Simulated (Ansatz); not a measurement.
## Nb(100) / 1 layer Pb(100) / Nb(100): resistance against film thickness

Aim: what a thin film of another metal adds to the resistance, first Nb(100) / 1 layer Pb(100) / Nb(100).

Program: Ansatz 0.2.0. Level of theory: Ansatz plane-wave DFT, PBEsol, PAW files; ballistic transport by layer matching (Landauer), zero bias; PAW set soft_1, in the first sound run; inputs show where later runs differ. Results are calculated unless marked as measured.

### 1. The structure

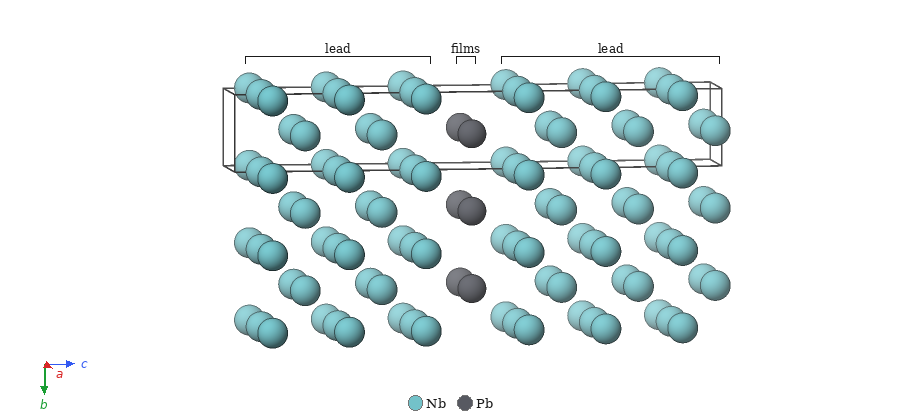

The starting structure, seen from the side, with the c axis across the page (niobium teal, lead dark grey). 2×3×1 cells are drawn. Some periodic images of atoms are drawn too.

The cell holds 12 atoms: 11 Nb and 1 Pb. Cell: a = 3.306 Å, b = 3.306 Å, c = 20.960 Å, α = 90.0°, β = 90.0°, γ = 90.0°. It derives from Nb and Pb. Regions: lead, 11 atoms (11 Nb); films, 1 atom (1 Pb). The structure is stacked along c, and the current runs across the ab planes.

### 2. With 1 layer

The film is laid into the lead at the lead's in-plane lattice, and the cell closes on the lead's own image. The mesh across the current, 22×22, is finer than the density's, because channels open and close sharply across the zone. Energies from -1 to 1 eV in steps of 0.036 eV cover the slope of the Fermi function at 300 K, so the program can form a conductance.

File input.yaml:

```yaml
crystal:
  lattice:
    - [3.3063, 0.0, 0.0]
    - [0.0, 3.3063, 0.0]
    - [0.0, 0.0, 20.9597691943]
  atoms:
    - { symbol: Nb, position: [0.0, 0.0, 0.0394362644] }
    - { symbol: Nb, position: [0.5, 0.5, 0.1183087932] }
    - { symbol: Nb, position: [0.0, 0.0, 0.1971813221] }
    - { symbol: Nb, position: [0.5, 0.5, 0.2760538509] }
    - { symbol: Nb, position: [0.0, 0.0, 0.3549263797] }
    - { symbol: Pb, position: [0.5, 0.5, 0.4605637356] }
    - { symbol: Nb, position: [0.0, 0.0, 0.5662010914] }
    - { symbol: Nb, position: [0.5, 0.5, 0.6450736203] }
    - { symbol: Nb, position: [0.0, 0.0, 0.7239461491] }
    - { symbol: Nb, position: [0.5, 0.5, 0.8028186779] }
    - { symbol: Nb, position: [0.0, 0.0, 0.8816912068] }
    - { symbol: Nb, position: [0.5, 0.5, 0.9605637356] }
kpoints:
  mp_grid: { grid: [11, 11, 2] }
hamiltonian:
  xc: pbesol
  pseudopotentials: { kind: paw, azcp: { folder: soft_1 }, xc_functional: pbe }
scf:
  occupations: { method: fermi_dirac, width: 0.1 }
output:
  transmission: { leads: [[0, 1]], kmesh: [22, 22], e_range: [-1.0, 1.0], de: 0.036 }
  write_potential: true
  write_density: true
  volumetric_format: npy
  elf: true
```

Started as:

```console
ansatz run input.yaml --threads 4 --pin off --max-ram 8192MiB --backend cpu --events-out ev --progress --plain --runs-dir out
```

Numbers of over 12 decimals in the logs are rounded to 6 here.

Log:

```text
Engine: ansatz 0.2.0, x86_64-unknown-linux-gnu
Pseudopotentials: kind: paw
Pseudopotential: Nb, paw, valence charge 13, recommended cutoff 420 eV (normal), soft_1/Nb.paw.azcp
Pseudopotential: Pb, paw, valence charge 14, recommended cutoff 420 eV (normal), soft_1/Pb.paw.azcp
Functional definition: PBEsol
  exchange = pbesol_x
  correlation = pbesol_c
Crystal: 12 atoms, lattice volume = 229.124 Å³
Basis set: ecut = 420 eV, 4519 PW (Γ)
Bands: 95, of which v1, the nominal top of the filled ones, is band 79 counted from 1 (78 counted from 0)
Symmetry: 16 space group operations
Space group: P4/mmm (ITA 123), of the structure as read, at distance tolerance 6.1e-5 Å
k-points: 42 of 242
Non-local potential: Nb, projectors of the file, l = 0: 3, l = 1: 2, l = 2: 2, l = 3: 1
Non-local potential: Pb, projectors of the file, l = 0: 2, l = 1: 2, l = 2: 2, l = 3: 1
PAW form: soft (Blöchl's): semilocal exchange-correlation on the pseudo side does not see the compensation charge
PAW frozen core: Nb, regenerated for the run's functional, and the local potential with it (the file was generated under x = pbe(κ = 0.804, μ = 0.219515), c = pbe(β = 0.066725))
PAW frozen core: Pb, regenerated for the run's functional, and the local potential with it (the file was generated under x = pbe(κ = 0.804, μ = 0.219515), c = pbe(β = 0.066725))
PAW one-centre angular grid: Nb, 590 points (default); XC on 64 Gauss nodes
PAW one-centre angular grid: Pb, 590 points (default); XC on 64 Gauss nodes
Initial density: superposition of atomic densities (chi_scale 0.1, normalization cell, long waves of neutral atoms (reshape's long-wave potential 6.11 eV rms, cloud 3.10 Å wide))
Initial wavefunctions: pseudopotential atomic-orbital guess
Functional: x = pbesol(κ = 0.804, μ = 0.123457), c = pbesol(β = 0.046)
SCF iter   1: F=—  HF=-61222.326297 eV  |F-HF|=—  |Δ(HF+E_count)|=         —  Δρ=9.47e-2  dr2=3.67e2  ethr=3.10e-3  ⟨swp⟩=6.4  Hψ=17284  notcnv=0
preconditioner: auto → Kerker (q_TF=auto, 2.562 Å⁻¹)  [metal: Δε(μ)=0.015 eV  Ē_g=5.370 eV  σ=0.100 eV  W_gap=0.04  n_scr=60 (ndim 8)  ℏωp=20.4 eV  f_vac=0.000  D(μ)=8.34/eV (n_scr^D=60)]
SCF iter   2: F=—  HF=-61212.383883 eV  |F-HF|=—  |Δ(HF+E_count)|=    9.94e0  Δρ=5.40e-2  dr2=1.26e2  ethr=3.10e-3  ⟨swp⟩=4.4  Hψ=8510  notcnv=0  defer=31
SCF iter   3: F=—  HF=-61207.230916 eV  |F-HF|=—  |Δ(HF+E_count)|=    5.15e0  Δρ=2.74e-2  dr2=8.83e0  ethr=3.10e-3  ⟨swp⟩=5.8  Hψ=10441  notcnv=0  defer=23
SCF iter   4: F=—  HF=-61206.683154 eV  |F-HF|=—  |Δ(HF+E_count)|=   5.48e-1  Δρ=1.57e-2  dr2=1.44e1  ethr=3.10e-3  ⟨swp⟩=4.2  Hψ=7010  notcnv=0  defer=23
SCF iter   5: F=—  HF=-61206.468760 eV  |F-HF|=—  |Δ(HF+E_count)|=   2.14e-1  Δρ=7.07e-3  dr2=2.21e0  ethr=3.10e-3  ⟨swp⟩=2.1  Hψ=4739  notcnv=1  defer=13
SCF iter   6: F=—  HF=-61206.439975 eV  |F-HF|=—  |Δ(HF+E_count)|=   2.88e-2  Δρ=6.17e-4  dr2=2.43e-3  ethr=1.41e-3  ⟨swp⟩=2.2  Hψ=4135  notcnv=0  defer=13
SCF iter   7: F=—  HF=-61206.440616 eV  |F-HF|=—  |Δ(HF+E_count)|=   6.41e-4  Δρ=3.03e-4  dr2=1.33e-3  ethr=1.55e-6  ⟨swp⟩=3.1  Hψ=6133  notcnv=0  defer=15
SCF iter   8: F=—  HF=-61206.440551 eV  |F-HF|=—  |Δ(HF+E_count)|=   6.43e-5  Δρ=6.36e-5  dr2=1.12e-4  ethr=8.45e-7  ⟨swp⟩=1.8  Hψ=4133  notcnv=0  defer=14
SCF iter   9: F=—  HF=-61206.440553 eV  |F-HF|=—  |Δ(HF+E_count)|=   2.13e-6  Δρ=1.62e-5  dr2=2.31e-6  ethr=7.15e-8  ⟨swp⟩=1.0  Hψ=3977  notcnv=0  defer=14
SCF iter  10: F=—  HF=-61206.440890 eV  |F-HF|=—  |Δ(HF+E_count)|=   3.36e-4  Δρ=4.93e-6  dr2=1.44e-7  ethr=1.47e-9  ⟨swp⟩=2.1  Hψ=5387  notcnv=0  defer=14
SCF iter  11: F=-61206.440890 eV  HF=-61206.440890 eV  |F-HF|=3.59e-9  |Δ(HF+E_count)|=   2.55e-8  Δρ=9.69e-7  dr2=5.24e-9  ethr=6.37e-11  ⟨swp⟩=10.7  Hψ=14360  notcnv=0
SCF 1 converged in 11 iterations: F = -61206.440890 eV  dr2 = 5.24e-9
  greatest PAW one-centre occupation: 0.998 electrons in one spin orbital (limit 2), on the Nb atom at site 7 (counted from 0), in its partial waves of l = 0
transmission: 315 of 3120 steps passed
transmission: 627 of 3120 steps passed
[...]
transmission: 3120 of 3120 steps passed
SCF converged after 11 iterations
Free energy (F): -61206.440890 eV
Harris-Foulkes:  -61206.440890 eV  (|F-HF|=3.59e-9)
Internal energy: -61205.924638 eV  (E = F + TS)
E sigma→0 (E₀):  -61206.182764 eV
Entropy (-TS):   -0.516252 eV (-43.021 meV/atom)
Fermi energy:    16.837030 eV
--- Per-component energies (eV) ---
  E_band       = -840.264321
  E_kinetic    = 4392.489874
  E_local      = -9315.798625  (includes V_loc(G=0)·N_el)
  E_nonlocal   = 1373.490136
  E_hartree    = 3314.536695
  E_xc         = -2010.953315
  E_vxc        = -2334.004684  (∫ρ·V_xc dr)
  E_paw        = -43538.220412  (= ΣΔE_a)
  E_vpaw       = -1585.512445  (= ΣTr[D̂ρ^β])
  E_aug_tail   = 0.000414  (compensation charges beyond the density's cutoff)
  E_ewald      = -15423.607379
  E_core_change = 2.137975  (= ΣΔE_core)
  E_smearing   = -0.516252  (= −TS)
  E_closure    = -0.000000  (closes the sum)
  Σ components = -61206.440890   (vs F -61206.440890, Δ=0.00e0)
--- Band table (eV; the first three rows and the last of 42) ---
  k-point 0: bands = [... 75 lower, 17.1691, 17.1691, 17.2324, 17.3813, 17.4041, 17.4041, 17.4160, 17.6123, ... 12 higher]
  k-point 1: bands = [... 75 lower, 17.2000, 17.2000, 17.2319, 17.2867, 17.2867, 17.3829, 17.4162, 17.6780, ... 12 higher]
  k-point 2: bands = [... 75 lower, 17.0132, 17.1272, 17.1296, 17.1549, 17.3369, 17.3561, 17.5861, 17.9041, ... 12 higher]
  k-point 41: bands = [... 75 lower, 16.4753, 16.5903, 16.7303, 16.8269, 17.7014, 17.8514, 18.0414, 18.1943, ... 12 higher]
--- Transmission ---
  basis      : 97 plane waves across, 40 finite elements along
  points     : 78, standing for a mesh of 22 x 22
  filling    : by the input's occupations and mesh, since the crystals that have channels conduct as metals do. If one of these is a semiconductor, that mesh has misplaced its level
  energies   : 56 from -1.000000 to 0.980000 eV about the Fermi level, 0.036000 eV apart; the leads are filled to 0.000000 eV, and channels, transmission and decay are at 0.008000 eV
  crystal 0  : Nb1, at the sites [0, 1], period 1.6531 Å, over 18.18 Å; its Hamiltonian steps by up to 11.9 meV
    offset         : up to 0.0000 Å between an atom of the period and one for which it stands
    filled         : 17.8 meV over the level at which it is neutral
    channels       : 2.692149e0 a spin
    conductance    : 1.9178e15 S/m² at 300 K; may be off by some 0.0 % by where its bands' edges are placed, 3.6 % from the k-mesh, 1.6 % from the distance to neutral
  junction   : crystal 0 to crystal 0, -0.70 to 18.61 Å
    transmission   : 5.530101e-1 a spin
    conductance    : 3.9983e14 S/m² at 300 K (4.1314e14 on every other point, 3.9973e14 on every other energy)
    error estimate : 0.0 % from the energy spacing and 0.8 % from band edges of the leads and from resonances (wavevectors taken as independent; lower de), 8.5 % from the k-mesh, 6.1 % from the steps of its leads' Hamiltonians or their offsets (lay more layers), 1.0 % from the distance to neutral
    resistance     : 1.9797e-3 Ω µm² beyond half of each lead's own
```

Wall time 3.1 min (4 threads of Intel Xeon Platinum 8375C at 2.90GHz (Ice Lake), shared host); peak memory 1.2 GiB.

Numbers from this step:

| Quantity | Value |
| --- | --- |
| free energy | -61206.4409 eV |
| energy at zero smearing | -61206.1828 eV |
| Fermi energy | 16.84 eV |
| cell area | 10.93 Å² |
| step of the lead's potential | 11.9 meV |
| ballistic conductance of the lead | 1.92e15 S/m² |
| estimated errors of the lead's conductance | 0, 3.6, 1.6 % (band edges, k-mesh, distance from neutral) |
| lead conductance per cell | 2.706 G₀ |
| conductance of the junction | 4.00e14 S/m² |
| junction conductance per cell | 0.5641 G₀ |
| estimated errors of the junction's conductance | 0, 0.8, 8.5, 6.1, 1 % (energy step, band edges, k-mesh, leads' steps, distance from neutral) |
| area resistance that the stack adds (contact term taken off, spin by spin) | 1.980 fΩ m² |

Per spin. Transmission, zone mean against energy, zero at the Fermi level:

```tsv
energy (eV)	transmission, zone mean
-1.000	0.342
-0.892	0.327
-0.784	0.405
-0.640	0.423
-0.532	0.527
-0.424	0.597
-0.316	0.643
-0.280	0.677
-0.172	0.633
-0.064	0.593
0.008	0.553
0.044	0.545
0.116	0.580
0.152	0.571
0.296	0.403
0.404	0.361
0.476	0.421
0.512	0.415
0.620	0.373
0.764	0.327
0.872	0.360
0.908	0.366
0.980	0.340
```

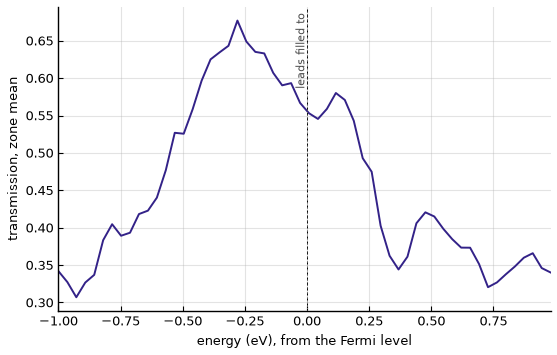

Transmission, zone mean against energy.

Per spin. Table of open channels, zone mean, lead by energy, zero at the Fermi level:

```tsv
energy (eV)	open channels, zone mean, lead
-1.000	1.82
-0.784	1.92
-0.604	1.95
-0.388	2.69
-0.208	3.20
0.008	2.69
0.188	2.19
0.404	1.68
0.584	1.46
0.800	1.37
```

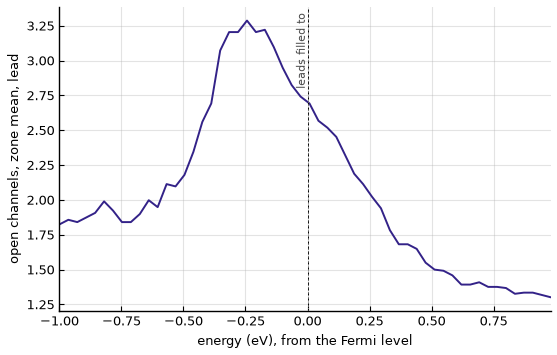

Open channels, zone mean, lead, plotted against energy.

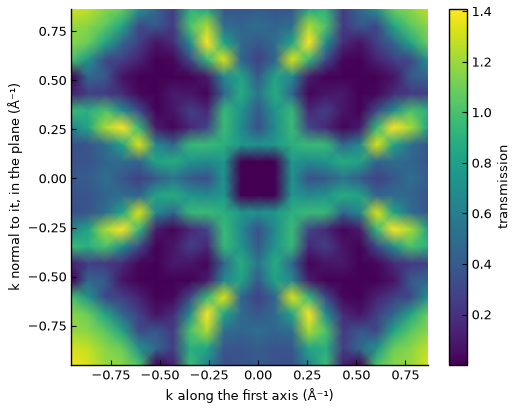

Transmission over k1 and k2. At 0.0080 eV from the Fermi level.

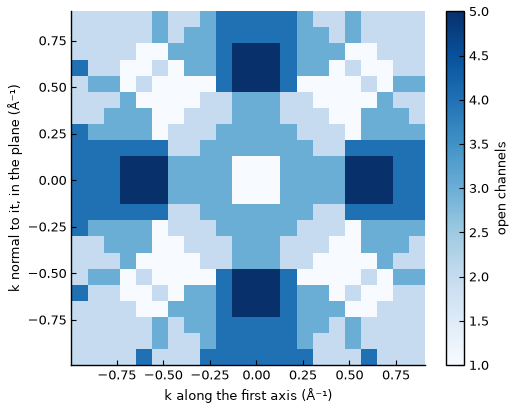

Open channels over k1 and k2. At 0.0080 eV from the Fermi level.

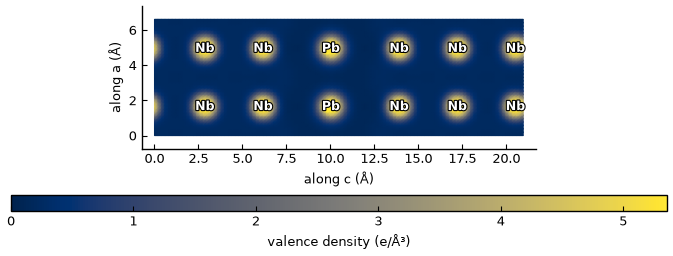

Valence density in the ca plane at fractional y = 0.500, with atoms of Nb and Pb within 0.2 Å of it. It is the smooth field of the valence electrons, not physical close to the nuclei.

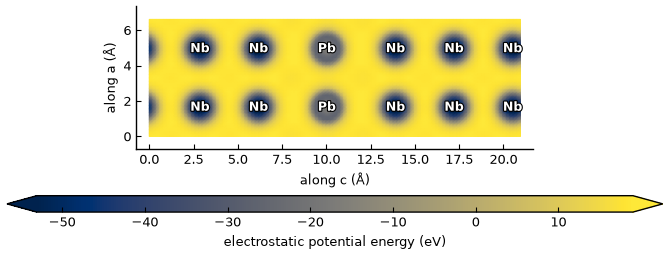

Electrostatic potential energy in the ca plane at fractional y = 0.500, with atoms of Nb and Pb within 0.2 Å of it. With pseudopotentials it is smooth inside the atoms' cores, unlike the true potential.

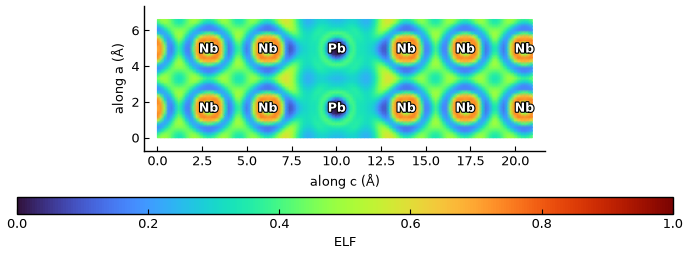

ELF in the ca plane at fractional y = 0.500, with atoms of Nb and Pb within 0.2 Å of it. It is the smooth field of the valence electrons, not physical close to the nuclei.

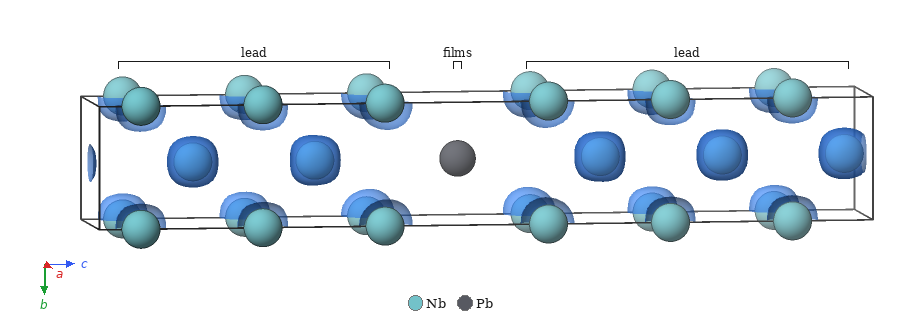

Surface of ELF = 0.68.

The lead's potential steps by 12 meV from period to period, small in itself. The program estimates the junction's conductance to 8.5 % from the k-mesh, 1 % from the leads' distance from neutral and 6.1 % from their steps.

By hand: 1/G − 1/G_lead = 1/0.3998 − 1/1.918 = 1.98 fΩ m² with G in 10¹⁵ S/m².

### 3. With 3 layers, k-mesh 11×11×1, film layers 3

The stack now holds 3 film layers; the k-mesh follows the cell, and the energies span -0.27 to 0.27 eV.

System of this step: Nb(100) / 3 layers Pb(100) / Nb(100). The cell holds 14 atoms: 11 Nb and 3 Pb. Cell: a = 3.306 Å, b = 3.306 Å, c = 26.510 Å, α = 90.0°, β = 90.0°, γ = 90.0°. It derives from Nb and Pb. Regions: lead, 11 atoms (11 Nb); films, 3 atoms (3 Pb). The structure is stacked along c, and the current runs across the ab planes.

File input.yaml:

```yaml
crystal:
  lattice:
    - [3.3063, 0.0, 0.0]
    - [0.0, 3.3063, 0.0]
    - [0.0, 0.0, 26.5100075828]
  atoms:
    - { symbol: Nb, position: [0.0, 0.0, 0.0311797346] }
    - { symbol: Nb, position: [0.5, 0.5, 0.0935392037] }
    - { symbol: Nb, position: [0.0, 0.0, 0.1558986729] }
    - { symbol: Nb, position: [0.5, 0.5, 0.218258142] }
    - { symbol: Nb, position: [0.0, 0.0, 0.2806176112] }
    - { symbol: Pb, position: [0.5, 0.5, 0.364138319] }
    - { symbol: Pb, position: [0.0, 0.0, 0.4688202654] }
    - { symbol: Pb, position: [0.5, 0.5, 0.5735022119] }
    - { symbol: Nb, position: [0.0, 0.0, 0.6570229197] }
    - { symbol: Nb, position: [0.5, 0.5, 0.7193823888] }
    - { symbol: Nb, position: [0.0, 0.0, 0.781741858] }
    - { symbol: Nb, position: [0.5, 0.5, 0.8441013271] }
    - { symbol: Nb, position: [0.0, 0.0, 0.9064607963] }
    - { symbol: Nb, position: [0.5, 0.5, 0.9688202654] }
kpoints:
  mp_grid: { grid: [11, 11, 1] }
hamiltonian:
  xc: pbesol
  pseudopotentials: { kind: paw, azcp: { folder: soft_1 }, xc_functional: pbe }
scf:
  occupations: { method: fermi_dirac, width: 0.1 }
output:
  transmission:
    leads: [[0, 1]]
    kmesh: [22, 22]
    e_range: [-0.27, 0.27]
    de: 0.036
  write_potential: true
  write_density: true
  volumetric_format: npy
```

Log:

```text
[...]
Crystal: 14 atoms, lattice volume = 289.797 Å³
Basis set: ecut = 420 eV, 5729 PW (Γ)
Bands: 111, of which v1, the nominal top of the filled ones, is band 93 counted from 1 (92 counted from 0)
Symmetry: 16 space group operations
[...]
k-points: 21 of 121
[...]
--- Transmission ---
  basis      : 97 plane waves across, 44 finite elements along
  points     : 78, standing for a mesh of 22 x 22
[...]
filled         : 15.5 meV over the level at which it is neutral
    channels       : 2.708678e0 a spin
[...]
junction   : crystal 0 to crystal 0, -0.70 to 24.16 Å
    transmission   : 6.572631e-1 a spin
[...]
resistance     : 1.7314e-3 Ω µm² beyond half of each lead's own
[key lines of the parts left out:]
SCF converged after 10 iterations
Free energy (F): -84720.630131 eV
Fermi energy:    15.569535 eV
```

The job ended after 1.8 min (4 threads; peak memory 1.2 GiB).

This step gave:

* free energy: -84720.6301 eV
* energy at zero smearing: -84720.3396 eV
* Fermi energy: 15.57 eV
* step of the lead's potential: 9.5 meV
* estimated errors of the lead's conductance: 0, 3.6, 1.4 % (band edges, k-mesh, distance from neutral)
* lead conductance per cell: 2.711 G₀
* conductance of the junction: 4.44e14 S/m²
* junction conductance per cell: 0.6266 G₀
* estimated errors of the junction's conductance: 0.4, 0.8, 10.6, 8.5, 0.1 % (energy step, band edges, k-mesh, leads' steps, distance from neutral)
* area resistance that the stack adds (contact term taken off, spin by spin): 1.731 fΩ m²

Per spin. Table of transmission, zone mean by energy, zero at the Fermi level:

```tsv
energy (eV)	transmission, zone mean
-0.270	0.571
-0.234	0.584
-0.198	0.583
-0.162	0.593
-0.126	0.597
-0.090	0.614
-0.054	0.603
-0.018	0.640
0.018	0.657
0.054	0.602
0.090	0.535
0.126	0.482
0.162	0.431
0.198	0.369
0.234	0.351
0.270	0.355
```

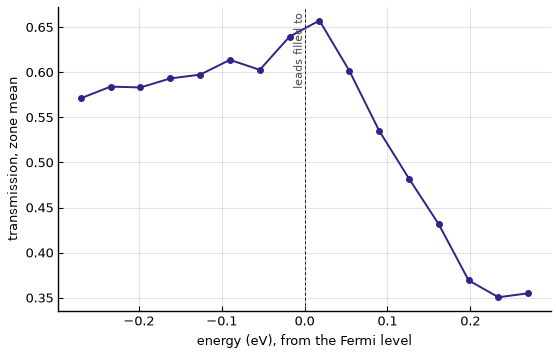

Transmission, zone mean, plotted against energy.

The conductance of the junction is 4.4e14 S/m², 11 % over the 4.0e14 S/m² of the last finished run, no more than the error estimates, leads' steps apart, of 8.5 and 11 % together.

[end of part 1 of 2]

[Logs are printed without paths, hosts, clocks, repeated set-up lines and the standing remarks that a program may print on its own settings, such as how far it seeks lower states.]

[Hosts, paths, dates, database ids (printed as entryN), source tags and the programs' standing remarks are cut or masked in the printed files.]
